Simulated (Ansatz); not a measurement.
**Run report: WSe2, single-point calculation**

- system: WSe2 (P1, 6 atoms in the cell)
- method: DFT PBEsol+D3(BJ), scalar-relativistic, plane waves, PAW, no spin polarisation (Ansatz 0.2.0)

The structure derives from an entry of the Crystallography Open Database. It belongs to a series of runs on one base structure; here: atom 3 (Se) moved -0.150 A along Cartesian [1 1 0]. Figures and captions count atoms from 1; the log counts them from 0 in places.

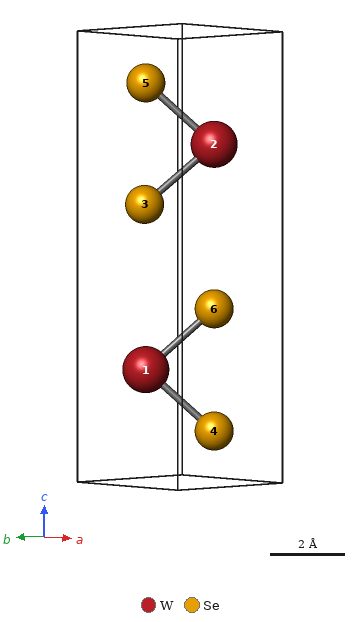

Figure 1. The structure as given in the input (ball-and-stick view of the cell of the calculation, seen at an oblique angle; atoms are numbered from 1 in the order of the input). An atom can appear more than once, as a periodic image. Near neighbours in the periodic cell (some may lie outside the picture): W has 6 Se at 2.41 to 2.59 Å; Se has 3 W at 2.41 to 2.59 Å.

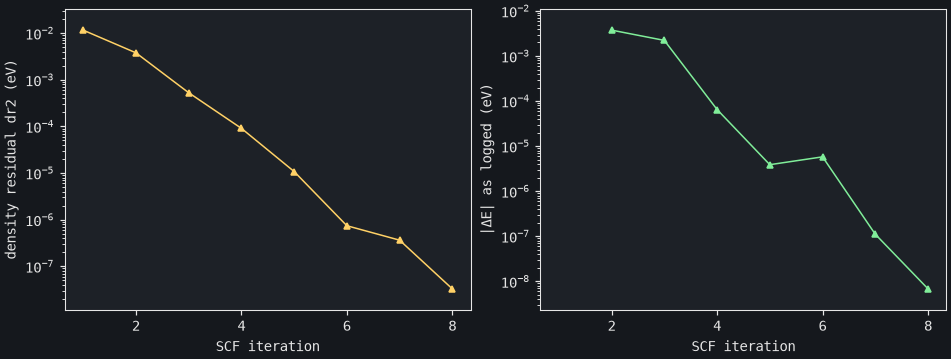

Figure 2. Convergence of the self-consistent field: density residual dr2 and size of the energy change against the SCF iteration. The residual falls at every step.

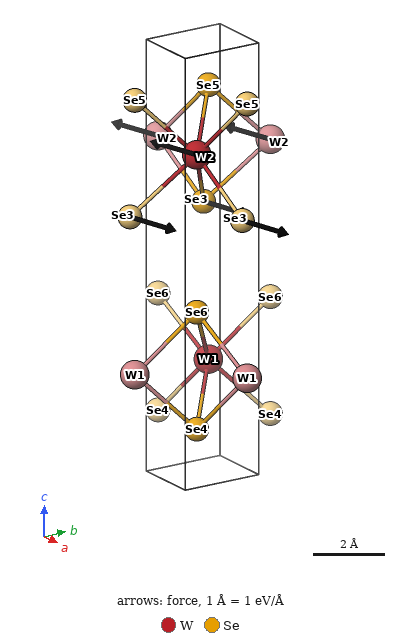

Figure 3. Forces on the atoms as black arrows (ball-and-stick view of the cell of the calculation, seen slightly off an axis; neighbours outside the cell are drawn fainter; atoms are numbered from 1 in the order of the input); the smallest are left out. The largest act on Se3 (1.54 eV/Å); W2 (1.54 eV/Å). The geometry is not a stationary point of this energy.

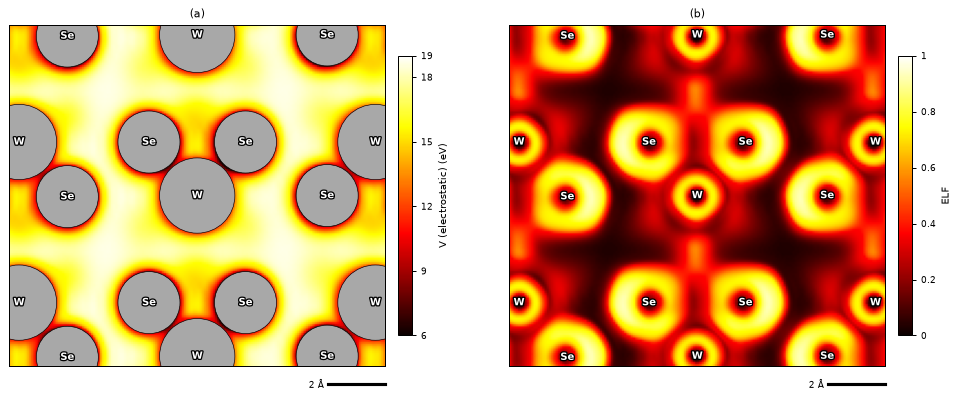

Figure 4. (a) electrostatic potential energy of an electron; (b) electron localisation function on the (110) plane of the conventional cell. Grey discs, where drawn, cover atomic cores. W–Se (2.51 Å): the ELF is about 0.50 at the midpoint. The strong features right at W lie inside the PAW spheres (semicore, d or f shells) and say nothing about bonding. Outside the cores the potential energy rises away from the atoms and is highest about 2.3 Å from the nearest atoms; outside the discs it spans about 12 eV, and its zero is arbitrary. The fields are those of the smooth PAW valence density.

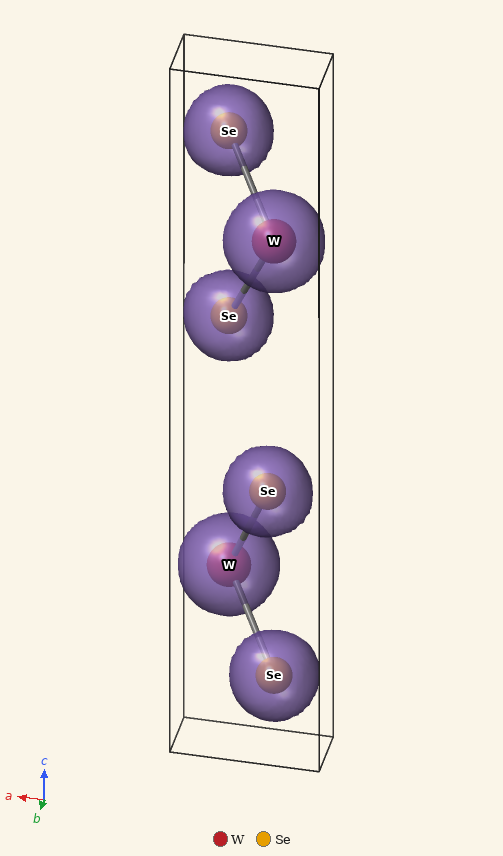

Figure 5. Isosurface of the valence electron density at 1 e/Å³ (purple), seen at an oblique angle. Sticks mark near contacts. The outline is the cell set on symmetry axes. At this value the density breaks into separate islands; it holds about 70 % of the electrons treated as valence (semicore included). It is pinched off along the W–Se (2.41 Å), W–Se (2.51 Å) and W–Se (2.59 Å) contacts. On the grid the lowest density along these lines, outside the cores, is 0.69 e/Å³ (W–Se, 2.41 Å), 0.57 e/Å³ (W–Se, 2.51 Å) and 0.49 e/Å³ (W–Se, 2.59 Å).

The input and output of the run follow.

The input
```yaml
crystal:
  lattice:
    - [3.2304557819, 0.0, 0.0]
    - [-1.6152278909, 2.7976567729, 0.0]
    - [0.0, 0.0, 12.4145017028]
  atoms:
    - { symbol: W, position: [0.3333333333, 0.6666666667, 0.25] }
    - { symbol: W, position: [0.6666666667, 0.3333333333, 0.75] }
    - { symbol: Se, position: [0.2815439661, 0.6287542186, 0.6145805872] }
    - { symbol: Se, position: [0.6666666667, 0.3333333333, 0.1145805872] }
    - { symbol: Se, position: [0.3333333333, 0.6666666667, 0.8854194128] }
    - { symbol: Se, position: [0.6666666667, 0.3333333333, 0.3854194128] }
basis:
  ecutwfc: 420
kpoints:
  mp_grid: { grid: [12, 12, 4] }
hamiltonian:
  xc: pbesol
  dispersion: d3bj
scf:
  occupations: { method: gaussian, width: 0.05 }
output:
  forces: true
  stress: true
  eigenvalues: true
  write_density: true
  write_potential: true
  elf: true
  volumetric_format: npy
```

Command:
```bash
ansatz run input.yaml --threads 1 --pin off --max-ram 2560MiB --backend cpu --events-out ev --progress --plain --runs-dir out
```

Output
```
Engine: ansatz 0.2.0, x86_64-unknown-linux-gnu
Pseudopotentials: kind: paw
Pseudopotential: W, paw, valence charge 14, recommended cutoff 420 eV (normal), W.paw.azcp
Pseudopotential: Se, paw, valence charge 16, recommended cutoff 420 eV (normal), Se.paw.azcp
Functional definition: PBEsol
  exchange = pbesol_x
  correlation = pbesol_c
Crystal: 6 atoms, lattice volume = 112.199 Å³
Basis set: ecut = 420 eV, 2249 PW (Γ), exchange–correlation on 48×48×180 points (8 copies of the dense FFT grid, shifted against one another)
Bands: 56, of which v1, the nominal top of the filled ones, is band 46 counted from 1 (45 counted from 0)
Symmetry: 1 space group operations
Space group: P1 (ITA 1), of the structure as read, at distance tolerance 4.8e-5 Å
k-points: 292 of 576 (time reversal used)
Non-local potential: W, projectors of the file, l = 0: 3, l = 1: 2, l = 2: 2, l = 3: 1
Non-local potential: Se, projectors of the file, l = 0: 2, l = 1: 2, l = 2: 3, l = 3: 1
PAW form: soft (Blöchl's): semilocal exchange-correlation on the pseudo side does not see the compensation charge
PAW frozen core: W, regenerated for the run's functional, and the local potential with it (the file was generated under x = pbe(κ = 0.804, μ = 0.2195149727645171), c = pbe(β = 0.06672455060314922))
PAW frozen core: Se, regenerated for the run's functional, and the local potential with it (the file was generated under x = pbe(κ = 0.804, μ = 0.2195149727645171), c = pbe(β = 0.06672455060314922))
PAW one-centre angular grid: W, 590 points (default); XC on 64 Gauss nodes
PAW one-centre angular grid: Se, 590 points (default); XC on 64 Gauss nodes
Initial density: superposition of atomic densities (neutral atoms: chi_scale 0, normalization atom), corrected by the library's trained network
Initial wavefunctions: pseudopotential atomic-orbital guess
Functional: x = pbesol(κ = 0.804, μ = 0.12345679012345678), c = pbesol(β = 0.046)
SCF iter   1: F=—  HF=-42216.166685 eV  |F-HF|=—  |Δ(HF+E_count)|=         —  Δρ=4.91e-3  dr2=1.16e-2  ethr=1.77e-3  ⟨swp⟩=6.2  Hψ=57797  notcnv=0  defer=12
preconditioner: auto → Resta (q_TF=auto, 2.640 Å⁻¹)  ε∞=6.2  [insulator: Δε(μ)=0.672 eV  Ē_g=9.231 eV  σ=0.050 eV  W_gap=1.00  n_scr=40 (ndim 8)  ℏωp=21.0 eV  f_vac=0.020  D(μ)=0.00/eV (n_scr^D=0)  ε∞_Penn≈6.2]
SCF iter   2: F=—  HF=-42216.170432 eV  |F-HF|=—  |Δ(HF+E_count)|=   3.75e-3  Δρ=2.82e-3  dr2=3.79e-3  ethr=1.26e-5  ⟨swp⟩=3.0  Hψ=33364  notcnv=0  defer=61
SCF iter   3: F=—  HF=-42216.172656 eV  |F-HF|=—  |Δ(HF+E_count)|=   2.22e-3  Δρ=7.19e-4  dr2=5.29e-4  ethr=4.12e-6  ⟨swp⟩=2.0  Hψ=19654  notcnv=0  defer=61
SCF iter   4: F=—  HF=-42216.172721 eV  |F-HF|=—  |Δ(HF+E_count)|=   6.49e-5  Δρ=1.71e-4  dr2=9.10e-5  ethr=5.74e-7  ⟨swp⟩=2.0  Hψ=25664  notcnv=0  defer=61
SCF iter   5: F=—  HF=-42216.172725 eV  |F-HF|=—  |Δ(HF+E_count)|=   3.88e-6  Δρ=1.04e-4  dr2=1.08e-5  ethr=9.89e-8  ⟨swp⟩=2.0  Hψ=18408  notcnv=0  defer=61
SCF iter   6: F=—  HF=-42216.172731 eV  |F-HF|=—  |Δ(HF+E_count)|=   5.79e-6  Δρ=1.88e-5  dr2=7.43e-7  ethr=1.17e-8  ⟨swp⟩=2.0  Hψ=20862  notcnv=0  defer=61
SCF iter   7: F=—  HF=-42216.172731 eV  |F-HF|=—  |Δ(HF+E_count)|=   1.11e-7  Δρ=1.08e-5  dr2=3.64e-7  ethr=8.07e-10  ⟨swp⟩=2.0  Hψ=27920  notcnv=0  defer=61
SCF iter   8: F=-42216.172731 eV  HF=-42216.172731 eV  |F-HF|=1.29e-8  |Δ(HF+E_count)|=   6.82e-9  Δρ=3.72e-6  dr2=3.29e-8  ethr=1.09e-10  ⟨swp⟩=11.3  Hψ=105597  notcnv=0
SCF 1 converged in 8 iterations: F = -42216.172731 eV  dr2 = 3.29e-8
  greatest PAW one-centre occupation: 1.000 electrons in one spin orbital (limit 2), on the Se atom at site 2 (counted from 0), in its partial waves of l = 2
SCF converged after 8 iterations
Free energy (F): -42216.172731 eV
Harris-Foulkes:  -42216.172731 eV  (|F-HF|=1.29e-8)
Internal energy: -42216.172731 eV  (E = F + TS)
E sigma→0 (E₀):  -42216.172731 eV
Fermi energy:    14.735387 eV
--- Per-component energies (eV) ---
  E_band       = -1565.014904
  E_kinetic    = 1385.319587
  E_local      = -10496.365693  (includes V_loc(G=0)·N_el)
  E_nonlocal   = -2361.851497
  E_hartree    = 5084.594826
  E_xc         = -948.769602
  E_vxc        = -876.267472  (∫ρ·V_xc dr)
  E_paw        = -24344.657115  (= ΣΔE_a)
  E_vpaw       = 614.961952  (= ΣTr[D̂ρ^β])
  E_aug_tail   = -0.002555  (compensation charges beyond the density's cutoff)
  E_ewald      = -10536.057155
  E_disp       = -2.860912  (pairwise vdW)
  E_core_change = 4.477386  (= ΣΔE_core)
  E_smearing   = -0.000000  (= −TS)
  E_closure    = -0.000000  (closes the sum)
  Σ components = -42216.172731   (vs F -42216.172731, Δ=0.00e0)
--- Forces (eV/Å), atoms counted from 1 ---
  atom   1  W     -0.01270874    -0.01143138     0.00175931
  atom   2  W     -1.12782990    -1.01353732     0.26690034
  atom   3  Se     1.13905495     0.99887999    -0.27578963
  atom   4  Se     0.00484180     0.00435759    -0.00045216
  atom   5  Se     0.01322543     0.03666303     0.01054293
  atom   6  Se    -0.01658513    -0.01493288    -0.00295196
  max |Σ_I F_I| component: 8.82e-6 eV/Å
--- Stress (GPa, compression-positive) ---
        0.805576       0.616406      -2.489123
        0.616406      -0.452002      -2.115224
       -2.489124      -2.115224       0.669494
  P = ⅓ Tr σ = 0.3410 GPa (3.410 kbar)
--- Band table (eV; the first three rows and the last of 292) ---
  k-point 0: bands = ["-59.8444", "-59.8395", "-33.6212", "-33.6166", "-33.6096", "-33.6091", "-33.6077", "-33.6076", "-33.6060", "-33.6058", "-33.5937", "-33.5848", "-33.5845", "-33.5839", "-33.5835", "-33.5825", "-33.5823", "-33.5785", "-33.5779", "-33.5745", "-33.5718", "-33.5704", "-24.1805", "-24.1771", "-23.9928", "-23.9852", "-23.9848", "-23.9709", "-1.3637", "-0.9049", "-0.2278", "0.5217", "6.6487", "8.2639", "10.1556", "11.6001", "11.6705", "11.6765", "11.7590", "12.5216", "12.8610", "12.8688", "12.9570", "13.1891", "13.6286", "14.3980", "16.6976", "16.9332", "17.0917", "17.1038", "17.1677", "17.3515", "17.4744", "17.5553", "19.1974", "19.8173"]
  k-point 1: bands = ["-59.8444", "-59.8395", "-33.6212", "-33.6166", "-33.6096", "-33.6091", "-33.6077", "-33.6076", "-33.6060", "-33.6058", "-33.5937", "-33.5848", "-33.5845", "-33.5839", "-33.5835", "-33.5825", "-33.5823", "-33.5785", "-33.5779", "-33.5745", "-33.5718", "-33.5704", "-24.1805", "-24.1771", "-23.9928", "-23.9852", "-23.9848", "-23.9709", "-1.3190", "-1.0147", "-0.0789", "0.4305", "6.8200", "7.8952", "10.6096", "11.6007", "11.6718", "11.6754", "11.7523", "12.3530", "12.6096", "12.8649", "12.8729", "13.1813", "13.9256", "14.3574", "16.6922", "16.9420", "17.0900", "17.1156", "17.2172", "17.2963", "17.4895", "17.5307", "19.3037", "19.7463"]
  k-point 2: bands = ["-59.8444", "-59.8395", "-33.6212", "-33.6166", "-33.6096", "-33.6091", "-33.6077", "-33.6076", "-33.6060", "-33.6058", "-33.5937", "-33.5848", "-33.5845", "-33.5839", "-33.5835", "-33.5825", "-33.5823", "-33.5785", "-33.5779", "-33.5745", "-33.5718", "-33.5704", "-24.1805", "-24.1771", "-23.9928", "-23.9852", "-23.9848", "-23.9709", "-1.1942", "-1.1900", "0.1963", "0.1983", "7.2831", "7.2857", "11.4085", "11.4979", "11.6125", "11.6732", "11.6743", "11.8265", "12.5772", "12.8678", "12.8684", "13.1770", "14.2021", "14.2266", "16.6872", "16.9501", "17.0828", "17.1690", "17.2190", "17.2706", "17.4690", "17.5239", "19.4931", "19.5924"]
  k-point 291: bands = ["-59.8307", "-59.8258", "-33.6206", "-33.6125", "-33.6099", "-33.6077", "-33.6061", "-33.6037", "-33.6022", "-33.6005", "-33.5945", "-33.5867", "-33.5854", "-33.5853", "-33.5848", "-33.5845", "-33.5829", "-33.5800", "-33.5753", "-33.5718", "-33.5689", "-33.5674", "-24.2718", "-24.2663", "-24.1195", "-24.1160", "-24.0521", "-24.0509", "1.0204", "1.0430", "1.3033", "1.3162", "7.2692", "7.2863", "8.3229", "8.3402", "9.6617", "9.6921", "10.9212", "10.9520", "11.5558", "11.6310", "12.7425", "12.8663", "13.1694", "13.3607", "16.6443", "16.6553", "16.9244", "16.9505", "17.5611", "17.7481", "18.4304", "18.5076", "18.6927", "18.8722"]
```

Key numbers

| quantity | value |
| --- | --- |
| outcome | converged |
| space group (tolerance 0.01 Å) | P1 (1) |
| electrons treated | 92 |
| free energy | −42216.1727 eV |
| Fermi energy | 14.735 eV |
| gap on the k-point mesh | 0.68 eV |
| pressure | 0.34 GPa |
| largest force (length of the vector) | 1.540 eV/Å |
| hardware | 1 thread of Intel Xeon (Sapphire Rapids), 32 GiB of memory available, shared host |
| wall time | 2.2 min |
| peak memory | 1.4 GiB |

Spin–orbit coupling is left out, which matters for W.
